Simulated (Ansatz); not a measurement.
**GW calculation of HfS2**

System: HfS2 (P-3m1, 3 atoms in the cell).
Method: DFT, PBE, plane waves, PAW, no spin polarisation (Ansatz 0.2.0).

The structure was built on a prototype by a generator. Some settings of this run were made unusual or wrong on purpose. The geometry comes from this level: r2scan-rvv10.

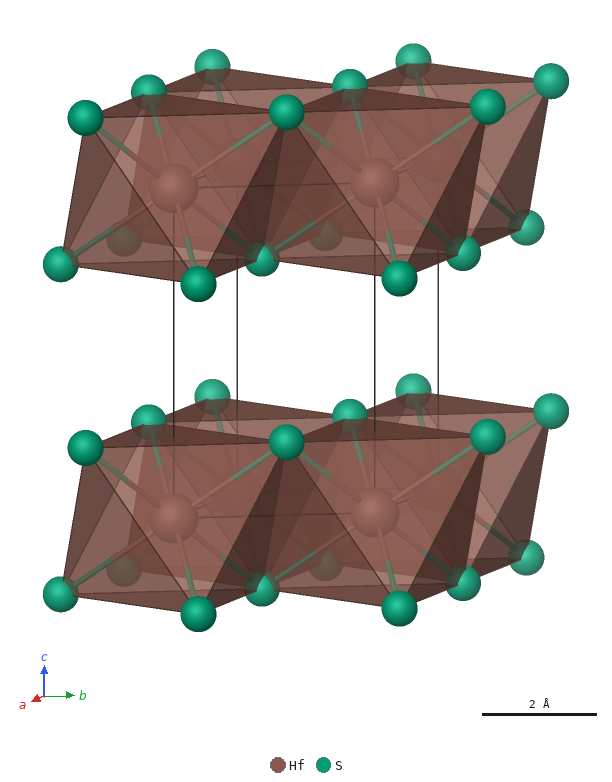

The structure as given in the input (polyhedral view of the cell of the calculation, seen slightly off an axis; polyhedra are completed across the faces of the cell). An atom can appear more than once, as a periodic image.

### Input file
```yaml
crystal:
  lattice:
    - [3.6302959563, 0.0, 0.0]
    - [-1.8151479781, 3.1439285214, 0.0]
    - [0.0, 0.0, 5.8783581538]
  atoms:
    - { symbol: Hf, position: [0.0, 0.0, 0.0] }
    - { symbol: S, position: [0.3333333333, 0.6666666667, 0.2446279711] }
    - { symbol: S, position: [0.6666666667, 0.3333333333, 0.7553720289] }
kpoints:
  mp_grid: { grid: [6, 6, 2] }
hamiltonian:
  xc: pbe
scf:
  occupations: { method: fixed }
gw:
  n_empty_bands: 8
  ecut_chi: 80
  qp_bands: [v1, c1]
  qp_kpoints: band_edges
  screening: { model: contour_deformation }
```

Run as:
```bash
ansatz run input.yaml --threads 4 --pin off --max-ram 3686MiB --backend cpu --events-out ev --progress --plain --runs-dir out
```

### What the program printed
```
Engine: ansatz 0.2.0, aarch64-unknown-linux-gnu
Pseudopotentials: kind: paw
Pseudopotential: Hf, paw, valence charge 26, recommended cutoff 420 eV (normal), Hf.paw.azcp
Pseudopotential: S, paw, valence charge 6, recommended cutoff 420 eV (normal), S.paw.azcp
Functional definition: PBE
  parameter kappa = 0.804
  parameter beta = 0.06672455060314922
  exchange = pbe_x(kappa = kappa, mu = beta*pi^2/3)
  correlation = pbe_c(beta = beta)
Crystal: 3 atoms, lattice volume = 67.092 Å³
Basis set: ecut = 420 eV, 1315 PW (Γ)
Bands: 23, of which v1, the nominal top of the filled ones, is band 19 counted from 1 (18 counted from 0)
Symmetry: 12 space group operations
Space group: P-3m1 (ITA 164), of the structure as read, at distance tolerance 4.1e-5 Å
k-points: 14 of 72
Non-local potential: Hf, projectors of the file, l = 0: 3, l = 1: 2, l = 2: 2, l = 3: 3
Non-local potential: S, projectors of the file, l = 0: 2, l = 1: 2, l = 2: 2
PAW form: soft (Blöchl's): semilocal exchange-correlation on the pseudo side does not see the compensation charge
PAW one-centre angular grid: Hf, 590 points (default); XC on 64 Gauss nodes
PAW one-centre angular grid: S, 110 points (default); XC on 64 Gauss nodes
Initial density: superposition of atomic densities (neutral atoms: chi_scale 0, normalization atom), corrected by the library's trained network
Initial wavefunctions: pseudopotential atomic-orbital guess
Functional: x = pbe(κ = 0.804, μ = 0.2195149727645171), c = pbe(β = 0.06672455060314922)
SCF iter   1: F=—  HF=-17530.154603 eV  |F-HF|=—  |Δ(HF+E_count)|=         —  Δρ=1.45e-3  dr2=6.90e-4  ethr=1.77e-3  ⟨swp⟩=4.9  Hψ=1221  notcnv=0  defer=25
preconditioner: auto → Resta (q_TF=auto, 2.482 Å⁻¹)  ε∞=5.5  [insulator: Δε(μ)=1.040 eV  Ē_g=11.745 eV  n_scr=22 (ndim 8)  ℏωp=24.8 eV  f_vac=0.071  ε∞_Penn≈5.5]
SCF iter   2: F=—  HF=-17530.154117 eV  |F-HF|=—  |Δ(HF+E_count)|=   4.86e-4  Δρ=8.59e-4  dr2=2.60e-4  ethr=1.82e-6  ⟨swp⟩=2.6  Hψ=728  notcnv=0  defer=26
SCF iter   3: F=—  HF=-17530.154457 eV  |F-HF|=—  |Δ(HF+E_count)|=   3.40e-4  Δρ=1.86e-4  dr2=6.69e-5  ethr=6.83e-7  ⟨swp⟩=2.0  Hψ=486  notcnv=0  defer=25
SCF iter   4: F=—  HF=-17530.154453 eV  |F-HF|=—  |Δ(HF+E_count)|=   3.95e-6  Δρ=7.79e-5  dr2=9.39e-6  ethr=1.76e-7  ⟨swp⟩=2.0  Hψ=389  notcnv=0
SCF iter   5: F=—  HF=-17530.154458 eV  |F-HF|=—  |Δ(HF+E_count)|=   4.71e-6  Δρ=2.34e-5  dr2=3.89e-7  ethr=2.47e-8  ⟨swp⟩=2.9  Hψ=568  notcnv=0
SCF iter   6: F=—  HF=-17530.154459 eV  |F-HF|=—  |Δ(HF+E_count)|=   6.93e-7  Δρ=1.67e-5  dr2=3.42e-7  ethr=2.63e-10  ⟨swp⟩=5.8  Hψ=1225  notcnv=0
SCF iter   7: F=-17530.154459 eV  HF=-17530.154459 eV  |F-HF|=4.10e-8  |Δ(HF+E_count)|=   1.82e-8  Δρ=5.84e-6  dr2=2.46e-8  ethr=2.63e-10  ⟨swp⟩=2.2  Hψ=1010  notcnv=0
SCF 1 converged in 7 iterations: F = -17530.154459 eV  dr2 = 2.46e-8
  greatest PAW one-centre occupation: 0.999 electrons in one spin orbital (limit 2), on the Hf atom at site 0 (counted from 0), in its partial waves of l = 0
```

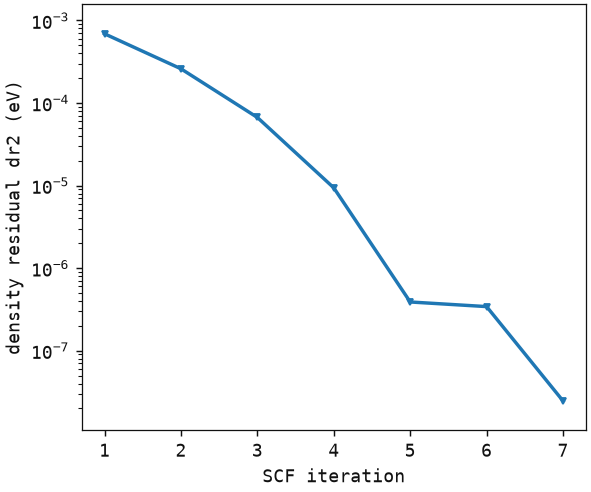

Convergence of the self-consistent field: density residual dr2 against the SCF iteration. The residual falls at every step.

```
NSCF: frozen V_eff on 14 k-points
G₀W₀ screening: q 1/14
G₀W₀ screening: q 2/14 (q-point 11)
G₀W₀ screening: q 3/14 (q-point 12)
G₀W₀ screening: q 4/14 (q-point 3)
G₀W₀ screening: q 5/14 (q-point 4)
G₀W₀ screening: q 6/14 (q-point 5)
G₀W₀ screening: q 7/14 (q-point 6)
G₀W₀ screening: q 8/14 (q-point 9)
G₀W₀ screening: q 9/14 (q-point 10)
G₀W₀ screening: q 10/14 (q-point 7)
G₀W₀ screening: q 11/14 (q-point 8)
G₀W₀ screening: q 12/14 (q-point 13)
G₀W₀ screening: q 13/14 (q-point 14)
G₀W₀ screening: q 14/14 (q-point 2)
G₀W₀ self-energy: k 1/8
G₀W₀ self-energy: k 2/8
G₀W₀ self-energy: k 3/8
G₀W₀ self-energy: k 4/8
G₀W₀ self-energy: k 5/8
G₀W₀ self-energy: k 6/8
G₀W₀ self-energy: k 7/8
G₀W₀ self-energy: k 8/8
SCF converged after 7 iterations
Free energy (F): -17530.154459 eV
Harris-Foulkes:  -17530.154459 eV  (|F-HF|=4.10e-8)
Internal energy: -17530.154459 eV  (E = F + TS)
E sigma→0 (E₀):  -17530.154459 eV
Fermi energy:    9.055277 eV
--- Per-component energies (eV) ---
  E_band       = -209.964600
  E_kinetic    = 634.776466
  E_local      = -8203.419176  (includes V_loc(G=0)·N_el)
  E_nonlocal   = -1186.832600
  E_hartree    = 3785.698400
  E_xc         = -494.262517
  E_vxc        = -441.008888  (∫ρ·V_xc dr)
  E_paw        = -8127.443945  (= ΣΔE_a)
  E_vpaw       = 1415.124901  (= ΣTr[D̂ρ^β])
  E_aug_tail   = 0.000002  (compensation charges beyond the density's cutoff)
  E_ewald      = -3938.671089
  E_smearing   = -0.000000  (= −TS)
  E_closure    = -0.000000  (closes the sum)
  Σ components = -17530.154459   (vs F -17530.154459, Δ=0.00e0)
--- Band table (eV; the first three rows and the last of 14) ---
  k-point 0: bands = ["-52.9937", "-21.6846", "-21.5674", "-21.5674", "-4.1070", "-3.1152", "-2.9514", "-2.9321", "-2.9321", "-2.9244", "-2.9244", "-2.9097", "-2.1857", "4.2577", "6.2040", "6.2040", "8.9427", "8.9427", "9.0553", "10.9795", "10.9795", "11.6250", "14.4287"]
  k-point 1: bands = ["-52.9937", "-21.6848", "-21.5674", "-21.5674", "-3.8744", "-3.2016", "-2.9514", "-2.9321", "-2.9321", "-2.9244", "-2.9244", "-2.9096", "-2.4948", "5.3870", "6.2440", "6.2440", "7.2205", "8.8096", "8.8096", "10.9359", "10.9359", "11.8892", "14.8629"]
  k-point 2: bands = ["-52.9921", "-21.6750", "-21.6169", "-21.5785", "-3.8110", "-3.0921", "-2.9488", "-2.9287", "-2.9280", "-2.9252", "-2.9153", "-2.9144", "-2.2594", "4.6444", "5.9134", "6.3614", "7.3590", "8.3262", "8.9623", "10.8743", "11.7319", "12.0767", "14.0646"]
  k-point 13: bands = ["-52.9864", "-21.7023", "-21.7023", "-21.6413", "-3.0306", "-3.0306", "-2.9401", "-2.9358", "-2.9323", "-2.9323", "-2.9150", "-2.4088", "-2.4088", "5.2832", "5.2923", "5.2923", "6.8197", "7.2118", "7.2118", "11.7750", "12.3609", "12.3609", "15.2651"]
--- G₀W₀: contour deformation, 6 samples at zero and on the imaginary axis and 1 off it, 72 q-points, 8 empty bands' worth ---
  eigenvalues of the whole cell's RPA ε∞ on this k-mesh (on a slab, of 1 + 4πα/V) = 4.5448, 11.1739, 11.1739; static W/v taken at q = 0 is 0.134286
  bands read: the sum over 27 bands ends inside a degenerate multiplet in 2 slots, whose members it reads at an even weight; the widest, k=0: bands 27 to 28 (counted from 1) at 1/2 each
  gw.qp_kpoints: band_edges: 8 of 14 stored k-points solved, in 1 pass; an edge of the gap read off the rows below is read off those points alone
    valence top: of the k-points left out ik 8 came nearest to being solved in a further pass, in band 19 (counted from 1, as in the quasiparticle table): it holds the edge there only if its correction is more favourable than any solved in that band by at least 0.588 eV; those differ by 0.228 eV
    conduction bottom: of the k-points left out ik 11 came nearest to being solved in a further pass, in band 20 (counted from 1, as in the quasiparticle table): it holds the edge there only if its correction is more favourable than any solved in that band by at least 0.866 eV; those differ by 0.172 eV
  `?` marks the rows in doubt; gw_qp.tsv's column doubts and the gw_qp event give each row's grounds
    ik  band        ε_KS         Σx   Σc(E_QP)       V_xc       Z   E_QP_lin       E_QP  E_QP is
     0    19      9.0553   -18.5130     3.0478   -16.0737  0.7532     9.6565     9.6638  root
     0    20     10.9795   -10.8287    -3.3863   -15.9439  0.7614    12.8304    12.7083  root ?
     1    19      8.8096   -18.6001     2.9424   -16.2582  0.7611     9.4034     9.4101  root
     1    20     10.9359   -10.7299    -3.3696   -15.8221  0.7624    12.7769    12.6585  root ?
     2    19      8.9623   -18.4976     3.0899   -16.0333  0.7507     9.5800     9.5879  root
     2    20     10.8743   -10.5355    -3.1985   -15.3994  0.7626    12.6436    12.5396  root ?
     3    19      8.2559   -18.1196     2.8814   -15.8009  0.7533     8.8121     8.8186  root
     3    20     10.8215   -10.4701    -3.1641   -15.2991  0.7653    12.5881    12.4864  root ?
     4    19      7.9660   -17.8792     3.2435   -15.1240  0.7344     8.4504     8.4544  root
     4    20     10.4177   -10.3565    -2.8685   -14.8118  0.7666    12.0845    12.0044  root
     5    19      8.0899   -18.2173     3.3417   -15.3521  0.7356     8.5599     8.5662  root
     5    20     10.3056   -10.0232    -2.9298   -14.5458  0.7699    11.9776    11.8984  root
     6    19      7.6839   -18.5071     3.3575   -15.5471  0.7416     8.0773     8.0814  root
     6    20     10.2341   -10.4017    -2.7186   -14.6773  0.7674    11.8619    11.7911  root
     7    19      8.1416   -18.5043     3.3487   -15.6496  0.7380     8.6293     8.6356  root
     7    20     10.0894   -10.0471    -2.8170   -14.4297  0.7695    11.7257    11.6549  root
```

### What the run reported

- outcome: converged
- space group (tolerance 0.01 Å): P-3m1 (164)
- electrons treated: 38
- free energy: −17530.1545 eV
- Fermi energy: 9.055 eV
- gap on the k-point mesh: 1.03 eV
- quasiparticle gap on the mesh: 1.99 eV
- hardware: 4 threads of Arm Neoverse V1, 112 GiB of memory available, shared host
- wall time: 5.3 s (CPU time 17 s)
- peak memory: 0.32 GiB

### What went wrong

Some settings of this run were drawn to be unusual or wrong. It converged; results that depend on the unusual settings are not reference values. The GW levels are not extrapolated in basis or mesh.
